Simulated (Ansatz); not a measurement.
Consider Ta.

```xyz
4
Lattice="4.0908 0.0000 0.0000 0.0000 4.0908 0.0000 0.0000 0.0000 4.0908" Properties=species:S:1:pos:R:3 pbc="T T T"
Ta    0.0000    0.0000    0.0000
Ta    2.0454    2.0454    0.0000
Ta    2.0454    0.0000    2.0454
Ta    0.0000    2.0454    2.0454
```

Space group Fm-3m; computed pressure about 20 GPa in this cell.

Level of theory: Kohn-Sham DFT of a periodic cell, r2SCAN, Ansatz PAW in Ansatz 0.2.0.

Predict the valence pseudo-density and electron localisation function between the atoms.

Answer. Ta–Ta (2.89 Å): ρ at the midpoint is about 0.3 e/Å³; the ELF is about 0.30 at the midpoint (no localised pair shows between them).

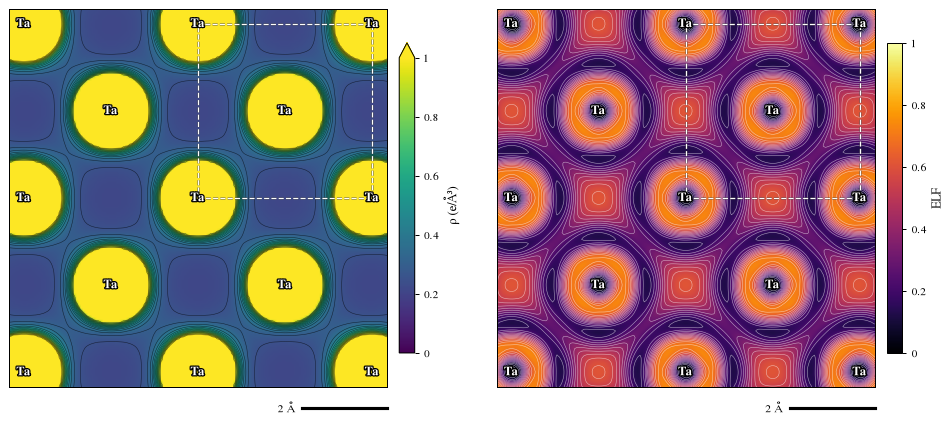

Computed valence pseudo-density and electron localisation function on the (010) plane of the conventional cell, in this order. 

In a PAW calculation such maps are meaningful between the atoms, not at the nuclei.
